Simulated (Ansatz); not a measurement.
# Run report: Si₁₆C₁₅ (charge +1), geometry relaxation (part 2 of 2)

Continued. System: Si₁₆C₁₅ (defect cell, 31 atoms in the cell, total charge +1). Method: DFT LDA, scalar-relativistic, plane waves, PAW, spin-polarised (Ansatz 0.2.0); cutoff 420 eV, 2×2×2 k-mesh, Gaussian smearing of 0.01 eV, collinear spins. The structure derives from a Materials Project entry. It belongs to a series of runs on one base structure; here: C vacancy (site b), charge +1, atoms relaxed at the host's cell, started again with a moment of 3 μB.

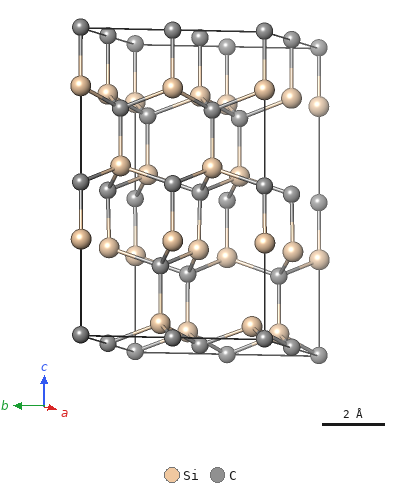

*The geometry at step 2 of the log (ball-and-stick view of the cell of the calculation, seen at an oblique angle).*

### Output, continued
```
  k-point 0 ↑: bands = ["-6.1133", "-5.0189", "-4.7939", "-2.7278", "-2.7221", "-2.6319", "-2.4392", "-2.1735", "-2.1679", "-1.9310", "-1.9255", "-1.9055", "-1.4764", "-1.1357", "-1.1276", "0.6147", "0.6351", "0.9117", "0.9135", "0.9850", "0.9881", "1.1178", "1.8713", "2.2261", "2.5570", "2.5606", "2.8521", "2.8529", "4.2904", "4.3837", "4.3859", "4.4442", "4.9993", "5.1654", "5.1730", "5.9809", "6.0058", "6.1901", "6.1918", "6.4325", "6.8603", "6.8652", "6.8715", "6.9368", "7.0147", "7.0213", "7.4214", "7.4237", "7.4327", "7.7157", "7.7253", "8.0664", "8.0715", "8.1660", "8.4238", "8.4253", "8.6143", "8.6150", "8.8262", "9.1786", "9.1805", "10.8853", "11.6117", "11.6189", "11.7382", "11.7391", "11.9788", "12.4065", "13.0380", "13.0642", "13.6933", "13.6938", "13.7898", "14.2244", "14.2259", "14.4032", "14.5933", "14.6685", "14.6718", "14.7393", "15.1794", "15.3275", "15.3305", "15.3498", "15.8585", "16.3774", "16.3821", "16.4147", "16.4250", "16.5540", "16.5704", "16.6363", "16.6454", "16.8422"]
  k-point 1 ↑: bands = ["-5.8554", "-5.7576", "-3.5848", "-3.5269", "-2.6039", "-2.5948", "-2.4666", "-2.4660", "-2.4304", "-2.0797", "-1.5540", "-1.5447", "-1.4257", "-1.4204", "-1.4096", "0.8174", "1.2027", "1.2045", "1.2199", "1.3489", "1.4010", "1.4020", "1.9214", "1.9246", "1.9487", "2.1159", "2.2612", "2.2652", "2.5212", "4.8397", "5.4430", "5.4448", "5.4907", "5.5606", "5.5637", "5.9206", "6.1783", "6.2947", "6.2957", "6.3193", "6.5986", "6.6054", "6.7469", "6.7607", "6.8668", "6.8677", "7.3175", "7.4240", "7.6823", "7.7559", "7.7588", "7.7810", "7.8716", "7.8781", "8.2854", "8.3087", "8.3098", "8.6969", "8.6973", "9.1477", "9.1488", "10.4112", "11.9219", "11.9241", "12.0141", "12.0214", "12.1664", "12.4821", "12.8374", "12.8504", "13.5562", "13.6928", "13.7123", "13.9107", "14.0364", "14.0478", "14.8046", "14.9781", "15.5234", "15.5296", "15.5831", "15.5861", "15.7542", "15.8797", "16.2943", "16.4411", "16.4482", "16.4892", "16.5000", "16.6685", "16.6840", "16.7185", "16.7490", "16.7554"]
  k-point 2 ↑: bands = ["-5.1326", "-4.9640", "-3.9901", "-3.9628", "-3.9248", "-3.6579", "-3.1385", "-2.8647", "-2.2083", "-2.1536", "-2.1192", "-1.8888", "-1.6752", "-1.1095", "-0.8254", "1.3176", "1.5629", "1.7409", "2.1691", "2.2436", "2.2728", "2.3276", "2.5493", "2.9034", "3.5572", "3.6559", "4.0146", "4.0238", "4.0747", "4.1848", "4.2474", "4.3809", "4.5661", "4.5938", "4.6643", "4.6737", "4.9041", "5.4787", "5.6090", "5.7674", "6.0706", "6.1559", "6.2015", "6.3466", "6.4591", "6.6753", "6.6935", "6.8165", "7.0283", "7.0357", "7.1335", "7.2257", "7.3823", "7.5680", "7.6336", "7.6560", "7.9272", "8.2080", "8.3908", "8.5157", "8.7502", "9.8878", "11.1697", "12.2875", "12.9828", "13.1317", "13.1773", "13.2973", "13.5790", "13.8332", "13.8750", "14.2182", "14.3328", "14.4555", "14.4755", "14.7547", "15.5024", "15.7492", "15.7734", "16.0323", "16.1831", "16.2429", "16.3948", "16.4558", "17.0017", "17.0947", "17.0994", "17.1424", "17.1858", "17.2293", "17.4333", "17.5241", "17.5618", "17.7362"]
  k-point 7 ↓: bands = ["-4.8791", "-4.7863", "-4.7608", "-4.5224", "-2.9165", "-2.8698", "-2.8284", "-2.8075", "-2.6616", "-2.6015", "-2.5744", "-1.9279", "-1.3164", "-1.2025", "-1.1650", "1.2161", "1.9428", "1.9795", "2.0986", "2.1164", "2.7496", "2.7858", "2.8373", "2.9120", "2.9226", "3.2061", "3.3898", "4.0503", "4.4754", "4.5056", "4.5351", "4.5546", "4.6414", "4.6943", "4.7246", "5.0471", "5.0801", "5.2889", "5.4305", "5.5096", "5.7447", "5.7840", "5.8098", "5.8157", "5.9829", "6.0962", "6.9667", "7.0324", "7.0774", "7.1296", "7.5134", "7.5583", "7.5937", "7.6921", "7.7991", "7.9915", "8.0771", "8.3107", "8.3967", "8.4527", "8.5293", "10.2086", "11.5131", "12.1926", "13.2469", "13.3004", "13.3213", "13.3257", "13.4129", "13.4357", "13.5176", "13.6277", "14.8587", "14.9640", "15.0495", "15.1927", "15.2662", "15.3030", "15.4073", "15.5991", "16.0922", "16.1983", "16.3004", "16.3271", "16.4060", "16.4238", "16.5113", "17.1522", "17.6622", "17.7173", "17.7218", "17.7932", "17.8442", "17.9152"]
--- Relaxed structure (2 steps of the walk, 2 accepted, 0 SCFs on fresh bases) ---
  F+E_penalty+E_count = -13398.20881688 eV   max|allowed force component| = 1.276e-2 eV/Å
  atoms:
    - { symbol: Si, position: [0.33511419479999993, 0.1685849468, 0.058565824999999995] }
    - { symbol: Si, position: [0.8351617842999997, 0.17025411579999988, 0.06178269339999999] }
    - { symbol: Si, position: [0.3315583065999999, 0.6667921007999998, 0.061569494999999995] }
    - { symbol: Si, position: [0.8351996190999998, 0.6669954545999999, 0.0617717641] }
    - { symbol: Si, position: [0.16683801659999997, 0.3351580085, 0.5627716113] }
    - { symbol: Si, position: [0.6676760045999998, 0.33487097509999986, 0.5626025611999999] }
    - { symbol: Si, position: [0.16681327899999995, 0.8337720672, 0.5627819008999999] }
    - { symbol: Si, position: [0.6672060053999997, 0.8346376737999999, 0.5611563600999999] }
    - { symbol: Si, position: [-0.008682434399999996, -0.0032903292999999986, 0.3131828723] }
    - { symbol: Si, position: [0.5028801979999998, -0.004370818400000032, 0.31266994859999997] }
    - { symbol: Si, position: [-0.0004521506999999999, 0.5008017833, 0.31392632969999995] }
    - { symbol: Si, position: [0.5029496223999999, 0.5093439643, 0.3126603725] }
    - { symbol: Si, position: [0.49987370729999986, 0.4994819909999999, 0.8116819049] }
    - { symbol: Si, position: [1.0005574032999998, 0.5013091912999998, 0.8115490144999999] }
    - { symbol: Si, position: [0.4998541442999999, 1.0024142257999997, 0.8116862014] }
    - { symbol: Si, position: [1.0031740106999998, 1.0026341226, 0.8119381952999999] }
    - { symbol: C, position: [0.8343282846999998, 0.17036876959999991, 0.24918398639999997] }
    - { symbol: C, position: [0.32940125939999987, 0.6656964950999998, 0.24891435649999996] }
    - { symbol: C, position: [0.8343916427999998, 0.6660736777, 0.2491763404] }
    - { symbol: C, position: [0.16753636709999994, 0.3347889595, 0.7507260512999999] }
    - { symbol: C, position: [0.6671487315999999, 0.3345815156, 0.7505583501999998] }
    - { symbol: C, position: [0.16751028049999997, 0.8348121436999999, 0.7507378101] }
    - { symbol: C, position: [0.6679285341999998, 0.8349819033999999, 0.7525205574] }
    - { symbol: C, position: [0.49930635029999987, 0.4992291404999999, 0.49928515659999995] }
    - { symbol: C, position: [1.0002853773999996, 0.5011932414999998, 0.5001807042] }
    - { symbol: C, position: [0.49928908709999986, 1.0021306265999999, 0.4992888885999999] }
    - { symbol: C, position: [1.0028637040999997, 1.0024829981, 0.49935278409999995] }
    - { symbol: C, position: [0.0018911951999999997, 0.0019930888, 1.0028141331999998] }
    - { symbol: C, position: [0.5006437723999999, 0.0016024585999999952, 1.0021885648999997] }
    - { symbol: C, position: [0.0004973776999999999, 0.5012723039999999, 0.9990903826999998] }
    - { symbol: C, position: [0.5006624330999999, 0.5010631818999999, 1.0021917947] }
--- Löwdin populations: 31 sites ---
  site symbol       q [e]    m [muB]
     0     Si      3.0524    -0.0024
     1     Si      2.9121     0.0011
     2     Si      2.9108     0.0005
     3     Si      2.9121     0.0011
     4     Si      2.9180     0.0003
     5     Si      2.9184     0.0003
     6     Si      2.9180     0.0003
     7     Si      2.9259     0.0026
     8     Si      3.1643     0.0394
     9     Si      3.1826     0.0760
    10     Si      2.8947     0.0022
    11     Si      3.1825     0.0760
    12     Si      2.9124     0.0004
    13     Si      2.9088     0.0001
    14     Si      2.9124     0.0004
    15     Si      2.9125    -0.0004
    16      C      4.9391     0.0008
    17      C      4.9392    -0.0003
    18      C      4.9391     0.0008
    19      C      4.9738    -0.0002
    20      C      4.9739    -0.0003
    21      C      4.9738    -0.0002
    22      C      4.9453     0.0189
    23      C      4.9403     0.0056
    24      C      4.9640    -0.0001
    25      C      4.9403     0.0056
    26      C      4.9399     0.0025
    27      C      4.9404     0.0004
    28      C      4.9418     0.0048
    29      C      4.9650     0.0000
    30      C      4.9418     0.0048
  spilling = 0.009790 (of n_electrons = 123.000000)
```

### File populations.tsv
```
# site	symbol	l	j	q_up	q_dn
# orbitals = lowdin
# n_electrons = 123.000000
# spilling = 0.009790
0	Si	0_3S	-	0.489150	0.489592
0	Si	1_3P	-	1.035843	1.037817
1	Si	0_3S	-	0.444994	0.444669
1	Si	1_3P	-	1.011632	1.010834
2	Si	0_3S	-	0.445069	0.444632
2	Si	1_3P	-	1.010567	1.010538
3	Si	0_3S	-	0.445000	0.444674
3	Si	1_3P	-	1.011634	1.010836
4	Si	0_3S	-	0.446104	0.445957
4	Si	1_3P	-	1.013077	1.012901
5	Si	0_3S	-	0.446090	0.445988
5	Si	1_3P	-	1.013259	1.013048
6	Si	0_3S	-	0.446108	0.445960
6	Si	1_3P	-	1.013079	1.012903
7	Si	0_3S	-	0.460418	0.458284
7	Si	1_3P	-	1.003823	1.003392
8	Si	0_3S	-	0.521334	0.510267
8	Si	1_3P	-	1.080546	1.052165
9	Si	0_3S	-	0.528881	0.508068
9	Si	1_3P	-	1.100415	1.045252
10	Si	0_3S	-	0.444779	0.443305
10	Si	1_3P	-	1.003680	1.002955
11	Si	0_3S	-	0.528842	0.508037
11	Si	1_3P	-	1.100414	1.045235
12	Si	0_3S	-	0.446721	0.446625
12	Si	1_3P	-	1.009649	1.009377
13	Si	0_3S	-	0.444104	0.444113
13	Si	1_3P	-	1.010384	1.010242
14	Si	0_3S	-	0.446716	0.446621
14	Si	1_3P	-	1.009647	1.009376
15	Si	0_3S	-	0.446906	0.446995
15	Si	1_3P	-	1.009131	1.009442
16	C	0_2S	-	0.573113	0.571157
16	C	1_2P	-	1.896815	1.897975
17	C	0_2S	-	0.573197	0.570182
17	C	1_2P	-	1.896255	1.899613
18	C	0_2S	-	0.573113	0.571156
18	C	1_2P	-	1.896816	1.897978
19	C	0_2S	-	0.564670	0.564698
19	C	1_2P	-	1.922143	1.922288
20	C	0_2S	-	0.564616	0.564683
20	C	1_2P	-	1.922197	1.922426
21	C	0_2S	-	0.564668	0.564697
21	C	1_2P	-	1.922146	1.922291
22	C	0_2S	-	0.572047	0.571292
22	C	1_2P	-	1.910076	1.891884
23	C	0_2S	-	0.566271	0.565894
23	C	1_2P	-	1.906667	1.901489
24	C	0_2S	-	0.562517	0.562550
24	C	1_2P	-	1.919440	1.919523
25	C	0_2S	-	0.566273	0.565896
25	C	1_2P	-	1.906657	1.901481
26	C	0_2S	-	0.566095	0.566031
26	C	1_2P	-	1.905087	1.902664
27	C	0_2S	-	0.568178	0.568134
27	C	1_2P	-	1.902212	1.901857
28	C	0_2S	-	0.568192	0.567608
28	C	1_2P	-	1.905100	1.900915
29	C	0_2S	-	0.562027	0.562052
29	C	1_2P	-	1.920505	1.920442
30	C	0_2S	-	0.568194	0.567610
30	C	1_2P	-	1.905100	1.900912
```

### Trajectory as extended XYZ (Å, eV, eV/Å), 2 frames, from step=1 to step=2
```
31
Lattice="3.0584 -5.2973 0.0000 -6.1168 0.0000 0.0000 0.0000 0.0000 -10.0121" Properties=species:S:1:pos:R:3:forces:R:3 step=1 energy=-13398.20882
Si   -0.0063   -1.7752   -0.5864    0.0017   0.0072  -0.0057
Si    1.5129   -4.4241   -0.6186    0.0015  -0.0021   0.0027
Si   -3.0646   -1.7564   -0.6164    0.0009   0.0005   0.0072
Si   -1.5255   -4.4243   -0.6185   -0.0011  -0.0005   0.0017
Si   -1.5398   -0.8838   -5.6346   -0.0003   0.0011  -0.0039
Si   -0.0063   -3.5369   -5.6329    0.0008  -0.0005  -0.0021
Si   -4.5899   -0.8837   -5.6347    0.0017  -0.0007  -0.0032
Si   -3.0648   -3.5344   -5.6184   -0.0001   0.0005  -0.0012
Si   -0.0064    0.0460   -3.1356    0.0005   0.0069  -0.0015
Si    1.5648   -2.6639   -3.1305   -0.0044  -0.0127  -0.0010
Si   -3.0647    0.0024   -3.1431   -0.0003   0.0061  -0.0080
Si   -1.5773   -2.6643   -3.1304    0.0054  -0.0113  -0.0030
Si   -1.5264   -2.6480   -8.1267    0.0008   0.0017   0.0015
Si   -0.0063   -5.3003   -8.1253    0.0004   0.0000  -0.0040
Si   -4.6028   -2.6479   -8.1267   -0.0007   0.0012   0.0024
Si   -3.0648   -5.3142   -8.1292    0.0005  -0.0008   0.0015
C     1.5096   -4.4197   -2.4949    0.0013  -0.0002  -0.0045
C    -3.0645   -1.7450   -2.4922   -0.0021   0.0010  -0.0036
C    -1.5223   -4.4201   -2.4948   -0.0008   0.0007  -0.0043
C    -1.5355   -0.8875   -7.5164    0.0008  -0.0005  -0.0004
C    -0.0062   -3.5341   -7.5147   -0.0011   0.0010   0.0010
C    -4.5941   -0.8874   -7.5165   -0.0005  -0.0013   0.0007
C    -3.0646   -3.5382   -7.5343   -0.0009   0.0026   0.0061
C    -1.5266   -2.6450   -4.9989    0.0033   0.0029   0.0045
C    -0.0064   -5.2989   -5.0079    0.0007  -0.0013   0.0043
C    -4.6028   -2.6449   -4.9990   -0.0042   0.0035   0.0035
C    -3.0649   -5.3125   -4.9996   -0.0002  -0.0008   0.0038
C    -0.0064   -0.0100  -10.0403    0.0008  -0.0008   0.0038
C     1.5214   -2.6521  -10.0341    0.0013  -0.0017  -0.0013
C    -3.0647   -0.0026  -10.0030   -0.0002   0.0007   0.0032
C    -1.5337   -2.6522  -10.0341   -0.0054  -0.0024  -0.0001
31
Lattice="3.0584 -5.2973 0.0000 -6.1168 0.0000 0.0000 0.0000 0.0000 -10.0121" Properties=species:S:1:pos:R:3:forces:R:3 step=2 energy=-13398.20882
Si   -0.0063   -1.7752   -0.5864    0.0017   0.0072  -0.0057
Si    1.5129   -4.4241   -0.6186    0.0015  -0.0020   0.0027
Si   -3.0646   -1.7564   -0.6164    0.0009   0.0005   0.0072
Si   -1.5255   -4.4243   -0.6185   -0.0011  -0.0005   0.0017
Si   -1.5398   -0.8838   -5.6346   -0.0003   0.0011  -0.0039
Si   -0.0063   -3.5369   -5.6329    0.0008  -0.0005  -0.0021
Si   -4.5899   -0.8837   -5.6347    0.0017  -0.0007  -0.0032
Si   -3.0648   -3.5344   -5.6184   -0.0001   0.0004  -0.0012
Si   -0.0064    0.0460   -3.1356    0.0005   0.0070  -0.0015
Si    1.5648   -2.6639   -3.1305   -0.0044  -0.0128  -0.0010
Si   -3.0647    0.0024   -3.1431   -0.0003   0.0061  -0.0080
Si   -1.5773   -2.6643   -3.1304    0.0054  -0.0113  -0.0030
Si   -1.5264   -2.6480   -8.1267    0.0008   0.0018   0.0015
Si   -0.0063   -5.3003   -8.1253    0.0004  -0.0001  -0.0040
Si   -4.6028   -2.6479   -8.1267   -0.0007   0.0013   0.0024
Si   -3.0648   -5.3142   -8.1292    0.0005  -0.0008   0.0015
C     1.5096   -4.4197   -2.4949    0.0013  -0.0002  -0.0045
C    -3.0645   -1.7450   -2.4922   -0.0021   0.0010  -0.0036
C    -1.5223   -4.4201   -2.4948   -0.0008   0.0008  -0.0043
C    -1.5355   -0.8875   -7.5164    0.0008  -0.0005  -0.0004
C    -0.0062   -3.5341   -7.5147   -0.0011   0.0010   0.0010
C    -4.5941   -0.8874   -7.5165   -0.0005  -0.0013   0.0007
C    -3.0646   -3.5382   -7.5343   -0.0009   0.0025   0.0061
C    -1.5266   -2.6450   -4.9989    0.0033   0.0029   0.0045
C    -0.0064   -5.2989   -5.0079    0.0007  -0.0013   0.0043
C    -4.6028   -2.6449   -4.9990   -0.0042   0.0035   0.0035
C    -3.0649   -5.3125   -4.9996   -0.0002  -0.0008   0.0038
C    -0.0064   -0.0100  -10.0403    0.0008  -0.0008   0.0038
C     1.5214   -2.6521  -10.0341    0.0013  -0.0017  -0.0013
C    -3.0647   -0.0026  -10.0030   -0.0002   0.0007   0.0032
C    -1.5337   -2.6522  -10.0341   -0.0054  -0.0024  -0.0001
```

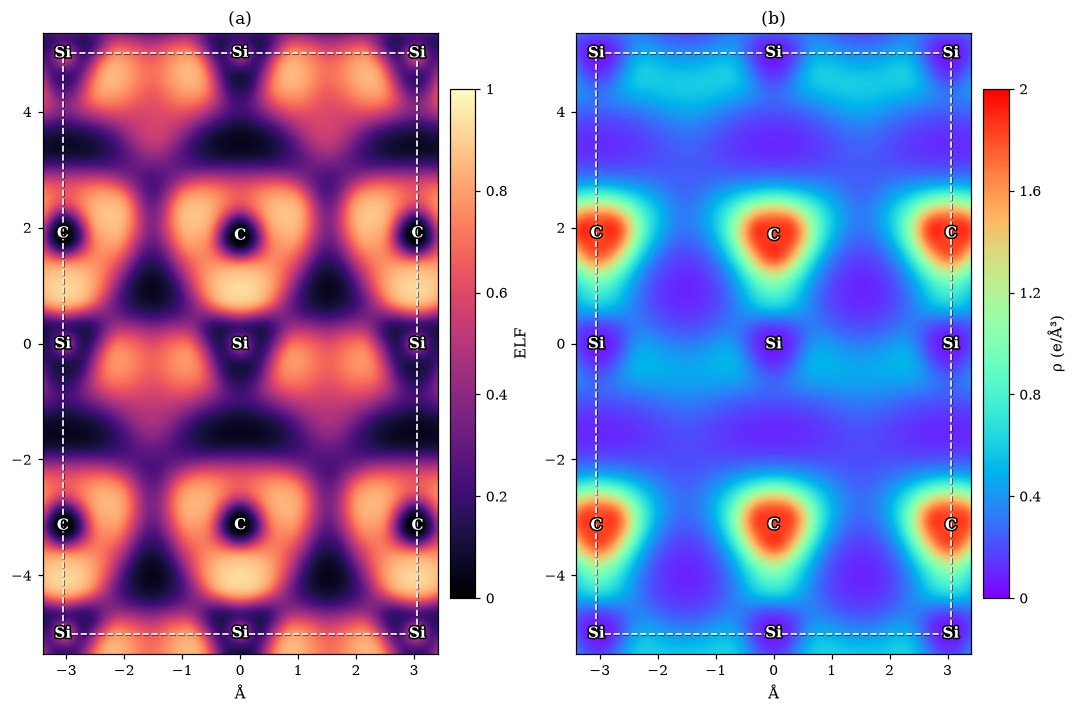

*(a) electron localisation function; (b) valence pseudo-density on the (100) plane of the calculation cell.*

The section cuts through Si and C sites. Si–C (1.88 Å): the density is about 0.88 e/Å³ at the midpoint; the ELF peaks at about 0.95 between the atoms (localised, shared-pair bonding). Away from the nuclei the density in this plane falls to 0.09 e/Å³ at its lowest. Core electrons are frozen (PAW), so the fields are smoothed inside the atomic spheres.

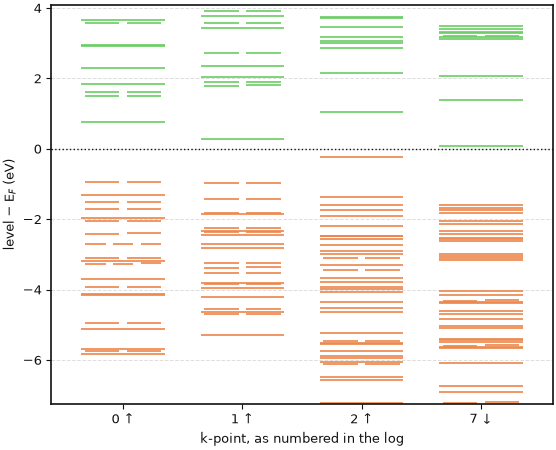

*Kohn–Sham levels near the Fermi level (dotted) at the few k-points that the log prints; levels within 0.02 eV of each other stand side by side.*

The system is metallic on the full mesh.

### Key numbers

```json
{"quantity": "outcome", "value": "converged"}
{"quantity": "electrons treated", "value": "123"}
{"quantity": "free energy", "value": "−13398.2088 eV"}
{"quantity": "Fermi energy", "value": "10.123 eV"}
{"quantity": "gap on the k-point mesh", "value": "none (metallic)"}
{"quantity": "net moment of the cell", "value": "0.25 μB"}
{"quantity": "integrated absolute moment", "value": "0.27 μB"}
{"quantity": "final volume", "value": "324.42 Å³"}
{"quantity": "largest force (length of the vector) at the end", "value": "0.014 eV/Å"}
{"quantity": "wall time", "value": "52 s (CPU time 3.4 min)"}
{"quantity": "peak memory", "value": "1.2 GiB"}
```

### Notes

The program warns: some starting moments were not kept. The k-point mesh is coarse for a cell of this size, so the results may not be converged.
